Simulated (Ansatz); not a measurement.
System: zincblende AgI, space group F-43m (No. 216), 2 atoms in the primitive cell, relaxed with r2SCAN.

```cif
data_structure
_symmetry_space_group_name_H-M 'P 1'
_symmetry_Int_Tables_number 1
_cell_length_a 4.6508
_cell_length_b 4.6508
_cell_length_c 4.6508
_cell_angle_alpha 60.000
_cell_angle_beta 60.000
_cell_angle_gamma 60.000
_cell_volume 71.13
loop_
_atom_site_label
_atom_site_type_symbol
_atom_site_fract_x
_atom_site_fract_y
_atom_site_fract_z
_atom_site_occupancy
Ag1 Ag 0.00000 0.00000 0.00000 1
I1 I 0.25000 0.25000 0.25000 1
```

Computed with Ansatz 0.2.0: PBE, Ansatz PAW set, no spin polarisation, no spin-orbit coupling, 6×6×6 k mesh, 420 eV cutoff.

Predict the main features of the band structure. The path is Γ–X–U|K–Γ–L–W–X.

A semiconductor. The gap along this path is 1.34 eV and direct: both edges lie at Γ. Three bands meet at the valence-band top at Γ: it is triply degenerate (spin aside). The top valence band spans 1.7 eV and the lowest conduction band 3.3 eV. The direct gaps are 1.34 eV at Γ, 5.38 eV at X and 3.45 eV at L.

Spin-orbit coupling is left out, which matters for I. LDA, GGA and most meta-GGA functionals understate gaps.

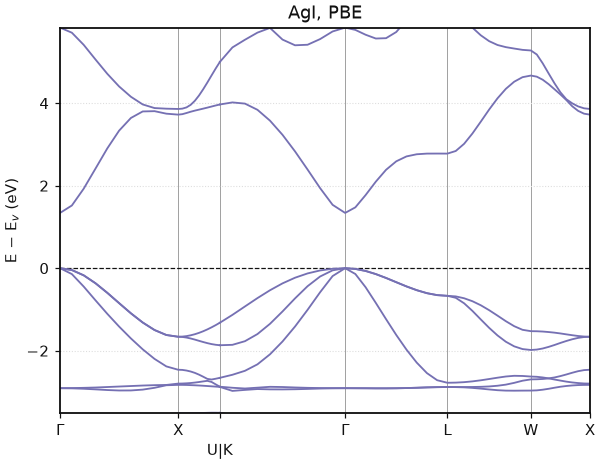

Band structure. Energies are counted from the top of the valence band.
